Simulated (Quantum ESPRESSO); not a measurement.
# NbP: single-point calculation

System: NbP (4 atoms in the cell).
Method: Kohn-Sham DFT of a periodic cell, LDA, JTH 2.0 LDA, no spin polarisation (Quantum ESPRESSO 7.5).

The structure derives from a Materials Project entry.

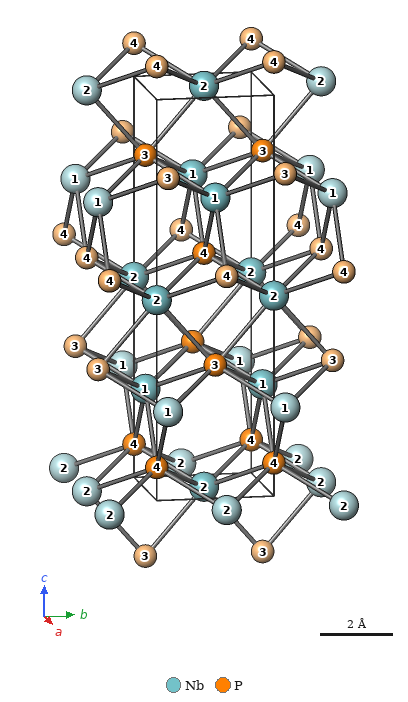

Figure 1. The structure as given in the input (ball-and-stick view of the cell 2 times as large as that of the calculation, set on its symmetry axes, seen slightly off an axis; neighbours outside the cell are drawn fainter; atoms are numbered from 1 in the order of the input). Near neighbours in the crystal (not all of them lie inside the picture): Nb has 6 P at 2.55 Å; P has 6 Nb at 2.55 Å.

### Summary

```json
{"quantity": "outcome", "value": "converged"}
{"quantity": "space group (tolerance 0.01 Å)", "value": "I4₁md (109)"}
{"quantity": "electrons treated", "value": "36"}
{"quantity": "free energy", "value": "−10327.2394 eV"}
{"quantity": "Fermi energy", "value": "14.423 eV"}
{"quantity": "gap on the k-point mesh", "value": "none (metallic)"}
{"quantity": "pressure", "value": "−9.54 GPa"}
{"quantity": "largest force (length of the vector)", "value": "0.010 eV/Å"}
{"quantity": "hardware", "value": "1 thread of Arm Neoverse V1, 24 GiB of memory available, shared host"}
{"quantity": "wall time", "value": "3.2 min"}
{"quantity": "peak memory", "value": "0.2 GiB"}
```

### Notes

Notes on the run: negative rho. The cell is under a tension of 9.5 GPa at this level, so it is not at its equilibrium volume.

### The input
```
&CONTROL
  calculation = 'scf'
  prefix = 'pwscf'
  outdir = './tmp'
  pseudo_dir = './pseudo'
  tprnfor = .true.
  tstress = .true.
  disk_io = 'nowf'
/
&SYSTEM
  ibrav = 0
  nat = 4
  ntyp = 2
  ecutwfc = 36
  ecutrho = 216
  nbnd = 26
  occupations = 'smearing'
  smearing = 'fd'
  degauss = 0.00734986
/
&ELECTRONS
  conv_thr = 1d-07
  electron_maxstep = 120
  mixing_beta = 0.5
/
ATOMIC_SPECIES
Nb    92.9064 Nb.LDA_PW-JTH.UPF
P     30.9738 P.LDA_PW-JTH.UPF
CELL_PARAMETERS angstrom
  -1.6749232544    1.6749232544    5.7401081759
   1.6749232544   -1.6749232544    5.7401081759
   1.6749232544    1.6749232544   -5.7401081759
ATOMIC_POSITIONS crystal
Nb     0.2498808000    0.7498808000    0.5000000000
Nb     0.4998808000    0.4998808000    0.0000000000
P      0.8327477700    0.3327477700    0.5000000000
P      0.0827477700    0.0827477700    0.0000000000
K_POINTS automatic
11 11 11 0 0 0
```

Command:
```bash
OMP_NUM_THREADS=1 pw.x -in pw.in > pw.out
```

### Output
```
This program is part of the open-source Quantum ESPRESSO suite
     for quantum simulation of materials; please cite
         "P. Giannozzi et al., J. Phys.:Condens. Matter 21 395502 (2009);
         "P. Giannozzi et al., J. Phys.:Condens. Matter 29 465901 (2017);
         "P. Giannozzi et al., J. Chem. Phys. 152 154105 (2020);
          URL
     in publications or presentations arising from this work. More details at

     file Nb.LDA_PW-JTH.UPF: wavefunction(s)  5S 5P 4D 0D renormalized
     file P.LDA_PW-JTH.UPF: wavefunction(s)  0S 0P renormalized
     Message from routine setup:
     using ibrav=0 with symmetry is DISCOURAGED, use correct ibrav instead

     G-vector sticks info
     --------------------
     sticks:   dense  smooth     PW     G-vecs:    dense   smooth      PW
     Sum        1667    1113    369                23351    12617    2461

     Using Slab Decomposition

     bravais-lattice index     =            0
     lattice parameter (alat)  =      11.7345  a.u.
     unit-cell volume          =     434.6768 (a.u.)^3
     number of atoms/cell      =            4
     number of atomic types    =            2
     number of electrons       =        36.00
     number of Kohn-Sham states=           26
     kinetic-energy cutoff     =      36.0000  Ry
     charge density cutoff     =     216.0000  Ry
     scf convergence threshold =      1.0E-07
     mixing beta               =       0.5000
     number of iterations used =            8  plain     mixing
     Exchange-correlation= SLA PW NOGX NOGC
                           (   1   4   0   0   0   0   0)

     celldm(1)=  11.734511  celldm(2)=   0.000000  celldm(3)=   0.000000
     celldm(4)=   0.000000  celldm(5)=   0.000000  celldm(6)=   0.000000

     crystal axes: (cart. coord. in units of alat)
               a(1) = (  -0.269730   0.269730   0.924387 )
               a(2) = (   0.269730  -0.269730   0.924387 )
               a(3) = (   0.269730   0.269730  -0.924387 )

     reciprocal axes: (cart. coord. in units 2 pi/alat)
               b(1) = (  0.000000  1.853708  0.540899 )
               b(2) = (  1.853708  0.000000  0.540899 )
               b(3) = (  1.853708  1.853708  0.000000 )

     PseudoPot. # 1 for Nb read from file:
     Nb.LDA_PW-JTH.UPF
     Pseudo is Projector augmented-wave + core cor, Zval = 13.0
     Generated using ATOMPAW code
     Shape of augmentation charge: BESSEL
     Using radial grid of 1074 points,  6 beta functions with:
                l(1) =   0
                l(2) =   0
                l(3) =   1
                l(4) =   1
                l(5) =   2
                l(6) =   2
     Q(r) pseudized with 0 coefficients

     PseudoPot. # 2 for P  read from file:
     P.LDA_PW-JTH.UPF
     Pseudo is Projector augmented-wave + core cor, Zval =  5.0
     Generated using ATOMPAW code
     Shape of augmentation charge: SINC**2
     Using radial grid of  994 points,  4 beta functions with:
                l(1) =   0
                l(2) =   0
                l(3) =   1
                l(4) =   1
     Q(r) pseudized with 0 coefficients

     atomic species   valence    mass     pseudopotential
     Nb               13.00    92.90640     Nb( 1.00)
     P                 5.00    30.97380     P ( 1.00)

      8 Sym. Ops. (no inversion) found ( 4 have fractional translation)

   Cartesian axes

     site n.     atom                  positions (alat units)
         1        Nb     tau(   1) = (   0.2697297   0.0000000   0.4619732  )
         2        Nb     tau(   2) = (  -0.0000000  -0.0000000   0.9241669  )
         3        P      tau(   3) = (   0.0000000   0.2697297   0.6151756  )
         4        P      tau(   4) = (   0.0000000   0.0000000   0.1529820  )

     number of k points=   126  Fermi-Dirac smearing, width (Ry)=  0.0073

     Number of k-points >= 100: set verbosity='high' to print them.

     Dense  grid:    23351 G-vectors     FFT dimensions: (  60,  60,  60)

     Smooth grid:    12617 G-vectors     FFT dimensions: (  48,  48,  48)

     Check: negative core charge=   -0.000009

     Initial potential from superposition of free atoms

     starting charge      35.9964, renormalised to      36.0000

     negative rho (up, down):  2.257E-04 0.000E+00
     Starting wfcs are   52 randomized atomic wfcs

     Self-consistent Calculation

     iteration #  1     ecut=    36.00 Ry     beta= 0.50
     Davidson diagonalization with overlap
     ethr =  1.00E-02,  avg # of iterations =  2.8

     negative rho (up, down):  9.011E-04 0.000E+00

     total energy              =    -758.84882689 Ry
     estimated scf accuracy    <       0.57734192 Ry

     iteration #  2     ecut=    36.00 Ry     beta= 0.50
     Davidson diagonalization with overlap
     ethr =  1.60E-03,  avg # of iterations =  2.0

     negative rho (up, down):  9.996E-04 0.000E+00

     total energy              =    -759.00294884 Ry
     estimated scf accuracy    <       0.18631680 Ry

     iteration #  3     ecut=    36.00 Ry     beta= 0.50
     Davidson diagonalization with overlap
     ethr =  5.18E-04,  avg # of iterations =  1.5

     negative rho (up, down):  1.374E-03 0.000E+00

     total energy              =    -759.03666481 Ry
     estimated scf accuracy    <       0.00495513 Ry

     iteration #  4     ecut=    36.00 Ry     beta= 0.50
     Davidson diagonalization with overlap
     ethr =  1.38E-05,  avg # of iterations =  6.1

     negative rho (up, down):  1.411E-03 0.000E+00

     total energy              =    -759.03804220 Ry
     estimated scf accuracy    <       0.00021355 Ry

     iteration #  5     ecut=    36.00 Ry     beta= 0.50
     Davidson diagonalization with overlap
     ethr =  5.93E-07,  avg # of iterations =  3.8

     negative rho (up, down):  1.438E-03 0.000E+00

     total energy              =    -759.03809623 Ry
     estimated scf accuracy    <       0.00001751 Ry

     iteration #  6     ecut=    36.00 Ry     beta= 0.50
     Davidson diagonalization with overlap
     ethr =  4.86E-08,  avg # of iterations =  2.2

     negative rho (up, down):  1.440E-03 0.000E+00

     total energy              =    -759.03809743 Ry
     estimated scf accuracy    <       0.00000098 Ry

     iteration #  7     ecut=    36.00 Ry     beta= 0.50
     Davidson diagonalization with overlap
     ethr =  2.72E-09,  avg # of iterations =  3.4

     negative rho (up, down):  1.441E-03 0.000E+00

     total energy              =    -759.03809763 Ry
     estimated scf accuracy    <       0.00000044 Ry

     iteration #  8     ecut=    36.00 Ry     beta= 0.50
     Davidson diagonalization with overlap
     ethr =  1.22E-09,  avg # of iterations =  2.0

     negative rho (up, down):  1.441E-03 0.000E+00

     End of self-consistent calculation

     Number of k-points >= 100: set verbosity='high' to print the bands.

     the Fermi energy is    14.4226 ev

!    total energy              =    -759.03809774 Ry
     total all-electron energy =      -759.038098 Ry
     estimated scf accuracy    <       0.00000001 Ry
     smearing contrib. (-TS)   =      -0.00222299 Ry
     internal energy E=F+TS    =    -759.03587475 Ry

     The total energy is F=E-TS. E is the sum of the following terms:
     one-electron contribution =     -35.62993303 Ry
     hartree contribution      =      44.57558403 Ry
     xc contribution           =     -39.82525688 Ry
     ewald contribution        =    -215.34026749 Ry
     one-center paw contrib.   =    -512.81600139 Ry

     convergence has been achieved in   8 iterations

     negative rho (up, down):  1.441E-03 0.000E+00

     Forces acting on atoms (cartesian axes, Ry/au):

     atom    1 type  1   force =     0.00000000   -0.00000000    0.00037566
     atom    2 type  1   force =     0.00000000   -0.00000000    0.00037566
     atom    3 type  2   force =    -0.00000000   -0.00000000   -0.00037566
     atom    4 type  2   force =    -0.00000000   -0.00000000   -0.00037566

     Total force =     0.000751     Total SCF correction =     0.000004

     Computing stress (Cartesian axis) and pressure

     negative rho (up, down):  1.441E-03 0.000E+00
          total   stress  (Ry/bohr**3)                   (kbar)     P=      -95.43
  -0.00065548  -0.00000000  -0.00000000          -96.42       -0.00       -0.00
   0.00000000  -0.00065548   0.00000000            0.00      -96.42        0.00
  -0.00000000  -0.00000000  -0.00063511           -0.00       -0.00      -93.43

=------------------------------------------------------------------------------=
   JOB DONE.
=------------------------------------------------------------------------------=
```

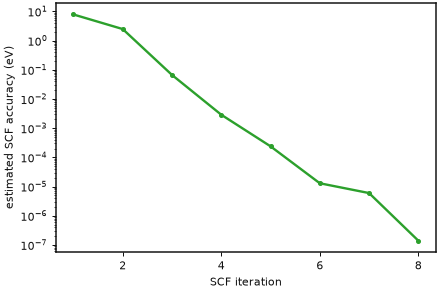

Figure 2. Convergence of the self-consistent field: estimated SCF accuracy against the iteration. The field takes 8 iterations in all.
